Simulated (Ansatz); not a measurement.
```
Si C
1.0
    -3.09194    0.00000    0.00000
     0.00000   -5.35539    0.00000
     0.10149    0.00000    5.07429
Si C
4 4
Direct
  0.00093 0.66669 0.49960
  0.50093 0.16669 0.49960
  0.50093 0.83331 0.99960
  0.00093 0.33331 0.99960
  0.99907 0.66659 0.87540
  0.49907 0.16659 0.87540
  0.49907 0.83341 0.37540
  0.99907 0.33341 0.37540
```

Space group Cc; a structure from a database of computed crystals, not necessarily the ambient phase.

These are results of DFT PBE, scalar-relativistic, plane waves, PAW (Ansatz), not measurements.

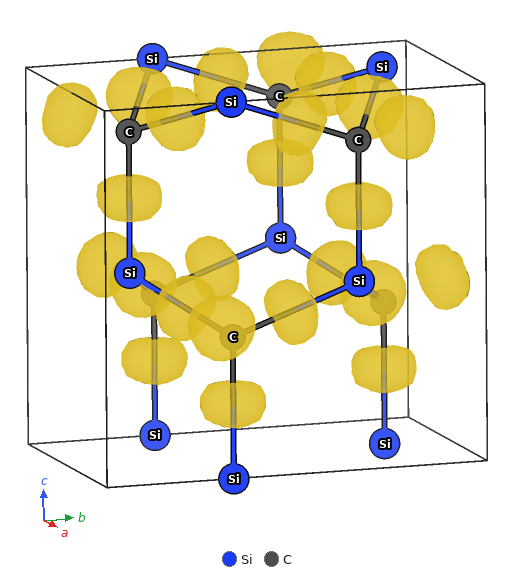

SiC. Isosurface of the ELF at 0.85 (yellow), seen slightly off an axis. Only the valence region is drawn (cores and ρ < 0.01 e/Å³ removed). Sticks mark near contacts.

In a PAW calculation such maps are meaningful between the atoms, not at the nuclei.

Describe the localisation domains.

The ELF exceeds this value in 16 regions between bonded C–Si atoms (shared pairs), counted in one cell of 8 atoms. Regions shared between cells count once.

Values along the shortest contacts:
Si–C (1.89 Å): the ELF peaks at about 0.95 between the atoms: a covalent bond.

Metal or insulator at this level of theory?

It is gapped, with a Kohn–Sham gap of 2.3 eV on the k-point mesh (the band edges may lie off the mesh, which would make the gap smaller).
